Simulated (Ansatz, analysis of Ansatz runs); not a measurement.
## Optical absorption band of the F centre in CaO (PBE)

Aim: the optical absorption band of the F centre in CaO, to be set beside the measurement. Set-up: PBE, 64-site cell, PBE lattice, 420 eV, k: the zone centre alone, no relaxation. The model is a cell of 64 host atoms with 1 O taken out. The excitation energy is a difference of total energies with one electron moved up within one spin channel.

**The experiment.** Vertical absorption energy: 3.1 eV, by optical absorption (quoted in “Electronic Structure of the F Center in the Alkaline Earth Oxides”, 1976, T. M. Wilson and R. F. Wood, quoting earlier work (1968)). The calculation is set beside it at the end.

Calculated with Ansatz 0.2.0; plane-wave PAW DFT, PBE; single point on the structure as built of a defect supercell.

## 1. Set-up

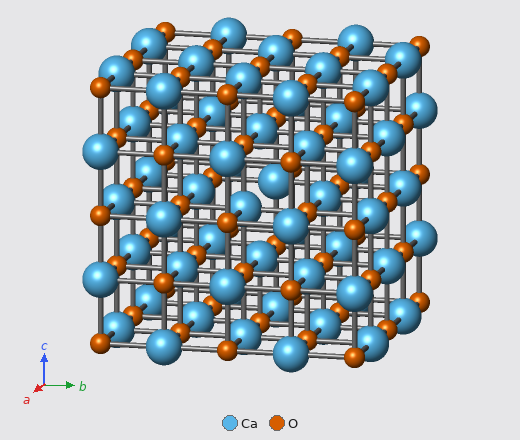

Start, viewed slightly off an axis; calcium blue, oxygen orange. Some periodic images of atoms are drawn too.

The cell holds 63 atoms: 32 Ca and 31 O. Cell: a = 9.662 Å, b = 9.662 Å, c = 9.662 Å, α = 90.0°, β = 90.0°, γ = 90.0°. It derives from CaO (space group Fm-3m). Nearest the centre at fractional (0.250, 0.500, 0.500): Ca28 at 2.42 Å, Ca27 at 2.42 Å, Ca12 at 2.42 Å, Ca19 at 2.42 Å, Ca25 at 2.42 Å, Ca56 at 2.42 Å, O24 at 3.42 Å, O16 at 3.42 Å.

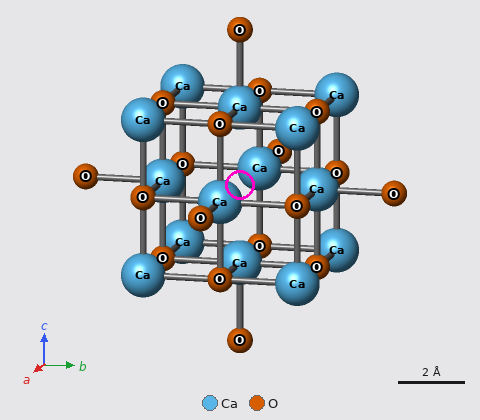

The atoms within 5 Å of the centre. A ring marks the centre wherever it is empty.

The host's primitive cell comes from a first run (plane-wave PAW DFT, PBE; relaxation of the host's cell and atoms): vectors of 3.416, 3.416 and 3.416 Å. That is 14.09 Å³ an atom. The supercell is built on it.

## 2. Single point on the structure as built, charge 0

The atoms are left on the sites where they were put, and the energy is taken there.

File relax/input.yaml:

```yaml
crystal:
  lattice:
    - [9.66155723, 0.0, 0.0]
    - [0.0, 9.66155723, 0.0]
    - [0.0, 0.0, 9.66155723]
  atoms:
    - { symbol: Ca, position: [0.0, 0.0, 0.0] }
    - { symbol: Ca, position: [0.0, 0.25, 0.25] }
    - { symbol: Ca, position: [0.25, 0.0, 0.25] }
    - { symbol: Ca, position: [0.25, 0.25, 0.0] }
    - { symbol: O, position: [0.0, 0.0, 0.25] }
    - { symbol: O, position: [0.0, 0.25, 0.0] }
    - { symbol: O, position: [0.25, 0.0, 0.0] }
    - { symbol: O, position: [0.25, 0.25, 0.25] }
    - { symbol: Ca, position: [0.0, 0.0, 0.5] }
    - { symbol: Ca, position: [0.0, 0.25, 0.75] }
    - { symbol: Ca, position: [0.25, 0.0, 0.75] }
    - { symbol: Ca, position: [0.25, 0.25, 0.5] }
    - { symbol: O, position: [0.0, 0.0, 0.75] }
    - { symbol: O, position: [0.0, 0.25, 0.5] }
    - { symbol: O, position: [0.25, 0.0, 0.5] }
    - { symbol: O, position: [0.25, 0.25, 0.75] }
    - { symbol: Ca, position: [0.0, 0.5, 0.0] }
    - { symbol: Ca, position: [0.0, 0.75, 0.25] }
    - { symbol: Ca, position: [0.25, 0.5, 0.25] }
    - { symbol: Ca, position: [0.25, 0.75, 0.0] }
    - { symbol: O, position: [0.0, 0.5, 0.25] }
    - { symbol: O, position: [0.0, 0.75, 0.0] }
    - { symbol: O, position: [0.25, 0.5, 0.0] }
    - { symbol: O, position: [0.25, 0.75, 0.25] }
    - { symbol: Ca, position: [0.0, 0.5, 0.5] }
    - { symbol: Ca, position: [0.0, 0.75, 0.75] }
    - { symbol: Ca, position: [0.25, 0.5, 0.75] }
    - { symbol: Ca, position: [0.25, 0.75, 0.5] }
    - { symbol: O, position: [0.0, 0.5, 0.75] }
    - { symbol: O, position: [0.0, 0.75, 0.5] }
    - { symbol: O, position: [0.25, 0.75, 0.75] }
    - { symbol: Ca, position: [0.5, 0.0, 0.0] }
    - { symbol: Ca, position: [0.5, 0.25, 0.25] }
    - { symbol: Ca, position: [0.75, 0.0, 0.25] }
    - { symbol: Ca, position: [0.75, 0.25, 0.0] }
    - { symbol: O, position: [0.5, 0.0, 0.25] }
    - { symbol: O, position: [0.5, 0.25, 0.0] }
    - { symbol: O, position: [0.75, 0.0, 0.0] }
    - { symbol: O, position: [0.75, 0.25, 0.25] }
    - { symbol: Ca, position: [0.5, 0.0, 0.5] }
    - { symbol: Ca, position: [0.5, 0.25, 0.75] }
    - { symbol: Ca, position: [0.75, 0.0, 0.75] }
    - { symbol: Ca, position: [0.75, 0.25, 0.5] }
    - { symbol: O, position: [0.5, 0.0, 0.75] }
    - { symbol: O, position: [0.5, 0.25, 0.5] }
    - { symbol: O, position: [0.75, 0.0, 0.5] }
    - { symbol: O, position: [0.75, 0.25, 0.75] }
    - { symbol: Ca, position: [0.5, 0.5, 0.0] }
    - { symbol: Ca, position: [0.5, 0.75, 0.25] }
    - { symbol: Ca, position: [0.75, 0.5, 0.25] }
    - { symbol: Ca, position: [0.75, 0.75, 0.0] }
    - { symbol: O, position: [0.5, 0.5, 0.25] }
    - { symbol: O, position: [0.5, 0.75, 0.0] }
    - { symbol: O, position: [0.75, 0.5, 0.0] }
    - { symbol: O, position: [0.75, 0.75, 0.25] }
    - { symbol: Ca, position: [0.5, 0.5, 0.5] }
    - { symbol: Ca, position: [0.5, 0.75, 0.75] }
    - { symbol: Ca, position: [0.75, 0.5, 0.75] }
    - { symbol: Ca, position: [0.75, 0.75, 0.5] }
    - { symbol: O, position: [0.5, 0.5, 0.75] }
    - { symbol: O, position: [0.5, 0.75, 0.5] }
    - { symbol: O, position: [0.75, 0.5, 0.5] }
    - { symbol: O, position: [0.75, 0.75, 0.75] }
basis:
  ecutwfc: 420
  xc_grid: 2
hamiltonian:
  xc: pbe
kpoints:
  mp_grid: { grid: [1, 1, 1] }
magnetization:
  spin_polarized: true
  initial_magnetization: 0
  spin_locking: { lock_magnetization: hard }
scf:
  occupations: { method: fermi_dirac, width: 0.01 }
  max_iter: 60
output:
  forces: true
checkpoint:
  write: "../relax.run"
  compress: false
  write_wavefunctions: true
  write_every: 100000
```

Run with:

```
$ ansatz run input.yaml --threads 2 --pin off --max-ram 3768MiB --backend cpu --events-out ev --progress --plain --runs-dir out
```

Numbers of over 12 decimals in the logs are rounded to 6 here.

Log:

```text
[... repeated set-up lines and file paths are left out, and long positions are rounded to six places ...]
Engine: ansatz 0.2.0, x86_64-unknown-linux-gnu
Pseudopotentials: kind: paw
Pseudopotential: Ca, paw, valence charge 10, recommended cutoff 420 eV (normal), Ca.paw.azcp
Pseudopotential: O, paw, valence charge 6, recommended cutoff 420 eV (normal), O.paw.azcp
Functional definition: PBE
  parameter kappa = 0.804
  parameter beta = 0.066725
  exchange = pbe_x(kappa = kappa, mu = beta*pi^2/3)
  correlation = pbe_c(beta = beta)
Crystal: 63 atoms, lattice volume = 901.865 Å³
Basis set: ecut = 420 eV, 17557 PW (Γ), exchange–correlation on 144×144×144 points (8 copies of the dense FFT grid, shifted against one another)
Bands: 316, of which v1, the nominal top of the filled ones, is band 253 counted from 1 (252 counted from 0)
Symmetry: 48 space group operations
Space group: Pm-3m (ITA 221), of the structure as read, at distance tolerance 9.7e-5 Å
k-points: 1
Non-local potential: Ca, projectors of the file, l = 0: 3, l = 1: 2, l = 2: 2
Non-local potential: O, projectors of the file, l = 0: 2, l = 1: 2, l = 2: 1
PAW form: soft (Blöchl's): semilocal exchange-correlation on the pseudo side does not see the compensation charge
PAW one-centre angular grid: Ca, 110 points (default); XC on 64 Gauss nodes
PAW one-centre angular grid: O, 110 points (default); XC on 64 Gauss nodes
Initial density: superposition of atomic densities (chi_scale 0.1, normalization cell, long waves kept (reshape's long-wave potential 0.39 eV rms))
Initial wavefunctions: pseudopotential atomic-orbital guess
Functional: x = pbe(κ = 0.804, μ = 0.219515), c = pbe(β = 0.066725)
SCF iter   1: F=—  HF=-75854.346274 eV  |F-HF|=—  |Δ(HF+E_count)|=         —  Δρ=5.06e-2 (↑5.06e-2 ↓5.06e-2)  dr2=9.34e1  dr2_m=0.00e0  M=0.000 μB ∫|m|=0.000 μB  β_m=0.30  ethr=3.10e-3  ⟨swp⟩=7.0  Hψ=1313  notcnv=0  defer=35
preconditioner: auto → Resta (q_TF=auto, 2.478 Å⁻¹)  ε∞=3.5  [insulator: Δε(μ)=1.615 eV  Ē_g=16.561 eV  σ=0.010 eV  W_gap=1.00  n_scr=250 (ndim 8)  ℏωp=26.0 eV  f_vac=0.000  D(μ)=0.00/eV (n_scr^D=0)  ε∞_Penn≈3.5]
spin=Collinear: Resta preconditioning applied to the charge; magnetization (m = ρ↑ − ρ↓) channel mixes plain (no charge-response kernel on spin).
SCF iter   2: F=—  HF=-75835.750065 eV  |F-HF|=—  |Δ(HF+E_count)|=    1.86e1  Δρ=1.82e-2 (↑1.82e-2 ↓1.82e-2)  dr2=1.46e1  dr2_m=0.00e0  M=0.000 μB ∫|m|=0.000 μB  β_m=0.36  ethr=3.10e-3  ⟨swp⟩=4.0  Hψ=628  notcnv=0  defer=56
SCF iter   3: F=—  HF=-75833.265474 eV  |F-HF|=—  |Δ(HF+E_count)|=    2.48e0  Δρ=1.05e-2 (↑1.05e-2 ↓1.05e-2)  dr2=4.94e0  dr2_m=0.00e0  M=0.000 μB ∫|m|=0.000 μB  β_m=0.59  ethr=2.88e-3  ⟨swp⟩=4.0  Hψ=596  notcnv=0  defer=54
SCF iter   4: F=—  HF=-75833.138267 eV  |F-HF|=—  |Δ(HF+E_count)|=   1.27e-1  Δρ=2.95e-3 (↑2.95e-3 ↓2.95e-3)  dr2=2.67e-1  dr2_m=0.00e0  M=0.000 μB ∫|m|=0.000 μB  β_m=0.76  ethr=9.77e-4  ⟨swp⟩=2.0  Hψ=626  notcnv=0  defer=54
SCF iter   5: F=—  HF=-75833.276385 eV  |F-HF|=—  |Δ(HF+E_count)|=   1.38e-1  Δρ=1.95e-3 (↑1.95e-3 ↓1.95e-3)  dr2=1.18e-1  dr2_m=0.00e0  M=0.000 μB ∫|m|=0.000 μB  β_m=0.62  ethr=5.29e-5  ⟨swp⟩=2.0  Hψ=495  notcnv=0  defer=54
SCF iter   6: F=—  HF=-75833.260073 eV  |F-HF|=—  |Δ(HF+E_count)|=   1.63e-2  Δρ=3.32e-4 (↑3.32e-4 ↓3.32e-4)  dr2=3.27e-3  dr2_m=0.00e0  M=0.000 μB ∫|m|=0.000 μB  β_m=0.78  ethr=2.34e-5  ⟨swp⟩=2.0  Hψ=396  notcnv=0  defer=54
SCF iter   7: F=—  HF=-75833.264334 eV  |F-HF|=—  |Δ(HF+E_count)|=   4.26e-3  Δρ=9.35e-5 (↑9.35e-5 ↓9.35e-5)  dr2=2.14e-4  dr2_m=0.00e0  M=0.000 μB ∫|m|=0.000 μB  β_m=0.89  ethr=6.46e-7  ⟨swp⟩=2.0  Hψ=396  notcnv=0  defer=54
SCF iter   8: F=—  HF=-75833.264692 eV  |F-HF|=—  |Δ(HF+E_count)|=   3.58e-4  Δρ=6.95e-5 (↑6.95e-5 ↓6.95e-5)  dr2=1.41e-4  dr2_m=0.00e0  M=0.000 μB ∫|m|=0.000 μB  β_m=0.69  ethr=4.22e-8  ⟨swp⟩=2.0  Hψ=480  notcnv=0  defer=54
SCF iter   9: F=—  HF=-75833.264672 eV  |F-HF|=—  |Δ(HF+E_count)|=   2.03e-5  Δρ=1.11e-5 (↑1.11e-5 ↓1.11e-5)  dr2=3.07e-6  dr2_m=0.00e0  M=0.000 μB ∫|m|=0.000 μB  β_m=0.77  ethr=2.79e-8  ⟨swp⟩=2.0  Hψ=386  notcnv=0  defer=54
SCF iter  10: F=—  HF=-75833.266643 eV  |F-HF|=—  |Δ(HF+E_count)|=   1.97e-3  Δρ=2.05e-6 (↑2.05e-6 ↓2.05e-6)  dr2=1.26e-7  dr2_m=0.00e0  M=0.000 μB ∫|m|=0.000 μB  β_m=0.80  ethr=6.06e-10  ⟨swp⟩=2.0  Hψ=387  notcnv=0  defer=54
SCF iter  11: F=-75833.266643 eV  HF=-75833.266643 eV  |F-HF|=9.33e-9  |Δ(HF+E_count)|=   2.22e-7  Δρ=1.05e-6 (↑1.05e-6 ↓1.05e-6)  dr2=3.11e-8  dr2_m=0.00e0  M=0.000 μB ∫|m|=0.000 μB  ethr=1.98e-11  ⟨swp⟩=24.0  Hψ=2062  notcnv=0
SCF 1 converged in 11 iterations: F = -75833.266643 eV  dr2 = 3.11e-8
  greatest PAW one-centre occupation: 0.995 electrons in one spin orbital (limit 2), on the Ca atom at site 27 (counted from 0), in its partial waves of l = 0
SCF converged after 11 iterations
Stability checked in part: among states of this total moment a probe did not find this state unstable; a lower state of another moment was not looked for (fixed_total_moment; see scf.lower_state_search)
Magnetization: 0.0000 μB (253.0000 up, 253.0000 down)
Absolute magnetization: 0.0000 μB (∫|ρ↑−ρ↓|)
Spin contamination: 0.0000 ħ² per cell (⟨S²⟩ above its minimum at these occupations)
Per-site moments (μB) at R_I (Å): [(0.0, 0.996348), (0.0, 0.996348), (0.0, 0.996348), [... 60 left out ...]
Free energy (F): -75833.266643 eV
Harris-Foulkes:  -75833.266643 eV  (|F-HF|=9.33e-9)
Internal energy: -75833.266643 eV  (E = F + TS)
E sigma→0 (E₀):  -75833.266643 eV
Fermi energy:    10.475170 (↑ 10.475170, ↓ 10.475170) eV
--- Per-component energies (eV) ---
  E_band       = -3366.602579
  E_kinetic    = 14411.494221
  E_local      = -28933.722318  (includes V_loc(G=0)·N_el)
  E_nonlocal   = 3519.119850
  E_hartree    = 9643.877950
  E_xc         = -6746.109075
  E_vxc        = -8485.667937  (∫ρ·V_xc dr)
  E_paw        = -32363.511278  (= ΣΔE_a)
  E_vpaw       = -3165.662595  (= ΣTr[D̂ρ^β])
  E_aug_tail   = 0.074201  (compensation charges beyond the density's cutoff)
  E_ewald      = -35364.490194
  E_smearing   = -0.000000  (= −TS)
  E_closure    = 0.000000  (closes the sum)
  Σ components = -75833.266643   (vs F -75833.266643, Δ=0.00e0)
--- Forces (eV/Å), atoms counted from 1 ---
  atom   1  Ca    -0.00293195    -0.00000000     0.00000000
  atom   2  Ca     0.00453585     0.00453585     0.00453585
  [... 5 atoms left out ...]
  atom   8  O     -0.00000000     0.03181523     0.03181523
  [... 3 atoms left out ...]
  atom  12  Ca    -0.00000000    -0.62386698     0.00000000
  [... 1 atom left out ...]
  atom  14  O      0.03181523     0.03181523     0.00000000
  [... 4 atoms left out ...]
  atom  19  Ca    -0.00000000     0.00000000    -0.62386698
  [... 4 atoms left out ...]
  atom  24  O     -0.00000000    -0.03181523     0.03181523
  atom  25  Ca    -0.62386698     0.00000000     0.00000000
  [... 1 atom left out ...]
  atom  27  Ca    -0.00000000     0.00000000     0.62386698
  atom  28  Ca    -0.00000000     0.62386698    -0.00000000
  [... 2 atoms left out ...]
  atom  31  O     -0.00000000    -0.03181523    -0.03181523
  [... 24 atoms left out ...]
  atom  56  Ca     0.62386698    -0.00000000     0.00000000
  [... 7 atoms left out ...]
  max |Σ_I F_I| component: 3.33e-16 eV/Å
--- Band table (eV) ---
  k-point 0 ↑: bands = ["-30.2881", "-30.2332", "-30.2284", "-30.2284", [... 308 left out ...] "15.1123", "15.1123", "15.2003", "15.2003"]
  k-point 0 ↓: bands = ["-30.2881", "-30.2332", "-30.2284", "-30.2284", [... 308 left out ...] "15.1123", "15.1123", "15.2003", "15.2003"]
```

The job ended after 28 s (2 threads of AMD EPYC 9R45, shared host; peak memory 1.7 GiB).

The column dr2 measures how far the density is from self-consistency, as an energy; F and HF (Harris–Foulkes) agree once it is small.

The run converged, but on settings that a careful run would not use, so its numbers are not the defect's.

## 3. Ground state

Both spins' levels are needed to pick the two between which the electron moves, so the ground state is solved with empty bands.

This step: plane-wave PAW DFT, PBE; single point of a defect supercell.

File ground/input.yaml:

```yaml
crystal:
  lattice:
    - [9.66155723, 0.0, 0.0]
    - [0.0, 9.66155723, 0.0]
    - [0.0, 0.0, 9.66155723]
  atoms:
    - { symbol: Ca, position: [0.0, 0.0, 0.0] }
    - { symbol: Ca, position: [0.0, 0.25, 0.25] }
[... 9 atom lines left out ...]
    - { symbol: Ca, position: [0.25, 0.25, 0.5] }
[... 3 atom lines left out ...]
    - { symbol: O, position: [0.25, 0.25, 0.75] }
[... 2 atom lines left out ...]
    - { symbol: Ca, position: [0.25, 0.5, 0.25] }
[... 4 atom lines left out ...]
    - { symbol: O, position: [0.25, 0.75, 0.25] }
    - { symbol: Ca, position: [0.0, 0.5, 0.5] }
[... 1 atom line left out ...]
    - { symbol: Ca, position: [0.25, 0.5, 0.75] }
    - { symbol: Ca, position: [0.25, 0.75, 0.5] }
    - { symbol: O, position: [0.0, 0.5, 0.75] }
    - { symbol: O, position: [0.0, 0.75, 0.5] }
    - { symbol: O, position: [0.25, 0.75, 0.75] }
[... 24 atom lines left out ...]
    - { symbol: Ca, position: [0.5, 0.5, 0.5] }
[... 3 atom lines left out ...]
    - { symbol: O, position: [0.5, 0.5, 0.75] }
[... 2 atom lines left out ...]
    - { symbol: O, position: [0.75, 0.75, 0.75] }
basis:
  ecutwfc: 420
  xc_grid: 2
hamiltonian:
  xc: pbe
kpoints:
  mp_grid: { grid: [1, 1, 1] }
magnetization:
  spin_polarized: true
  initial_magnetization: 0
  spin_locking: { lock_magnetization: hard }
scf:
  occupations: { method: fermi_dirac, width: 0.01 }
  max_iter: 60
  n_extra_bands: 30
  lower_state_search: "off"
output:
  forces: true
  eigenvalues: true
  eigenstates: { localisation: true }
checkpoint:
  read: "../relax.run"
  write: "../ground.run"
  compress: false
  write_wavefunctions: true
  write_every: 100000
```

Log:

```text
[...]
Crystal: 63 atoms, lattice volume = 901.865 Å³
Basis set: ecut = 420 eV, 17557 PW (Γ), exchange–correlation on 144×144×144 points (8 copies of the dense FFT grid, shifted against one another)
Bands: 283, of which v1, the nominal top of the filled ones, is band 253 counted from 1 (252 counted from 0)
Symmetry: 48 space group operations
[...]
k-points: 1
[...]
Stability of the state it starts from, as read at its close in the collinear treatment: not read negative (a value of 1 − χ₀K of 0.66, by a stability probe under the symmetry group of the SCF that read it); read among states of the locked total moment alone; [...]
[...]
--- Forces (eV/Å), atoms counted from 1 ---
  atom   1  Ca    -0.00295609    -0.00000000    -0.00000000
  atom   2  Ca     0.00452813     0.00452813     0.00452813
  [... 5 atoms left out ...]
  atom   8  O      0.00000000     0.03181622     0.03181622
  [... 3 atoms left out ...]
  atom  12  Ca     0.00000000    -0.62387529     0.00000000
  [... 1 atom left out ...]
  atom  14  O      0.03181622     0.03181622     0.00000000
  [... 4 atoms left out ...]
  atom  19  Ca     0.00000000     0.00000000    -0.62387529
  [... 4 atoms left out ...]
  atom  24  O      0.00000000    -0.03181622     0.03181622
  atom  25  Ca    -0.62387529     0.00000000     0.00000000
  [... 1 atom left out ...]
  atom  27  Ca     0.00000000     0.00000000     0.62387529
  atom  28  Ca     0.00000000     0.62387529     0.00000000
  [... 2 atoms left out ...]
  atom  31  O     -0.00000000    -0.03181622    -0.03181622
  [... 24 atoms left out ...]
  atom  56  Ca     0.62387529     0.00000000     0.00000000
  [... 7 atoms left out ...]
  max |Σ_I F_I| component: 3.20e-16 eV/Å
--- Band table (eV) ---
[...]
[key lines of the parts left out:]
SCF converged after 2 iterations
Magnetization: 0.0000 μB (253.0000 up, 253.0000 down)
Free energy (F): -75833.266643 eV
Fermi energy:    10.475173 (↑ 10.475173, ↓ 10.475173) eV
```

It took 3.4 s on 2 threads; peak memory 1.2 GiB.

The run converged, but on settings that a careful run would not use, so its numbers are not the defect's.

(Part 1 of 2 ends here.)

[Logs are printed without paths, hosts, clocks, repeated set-up lines and the standing remarks that a program may print on its own settings, such as how far it seeks lower states.]

[Hosts, paths, dates, database ids (printed as entryN), source tags and the programs' standing remarks are cut or masked in the printed files.]

[For some hosts the program warned that the k-mesh of the response run may be too coarse for force constants and the static dielectric constant; such warnings are not shown here.]
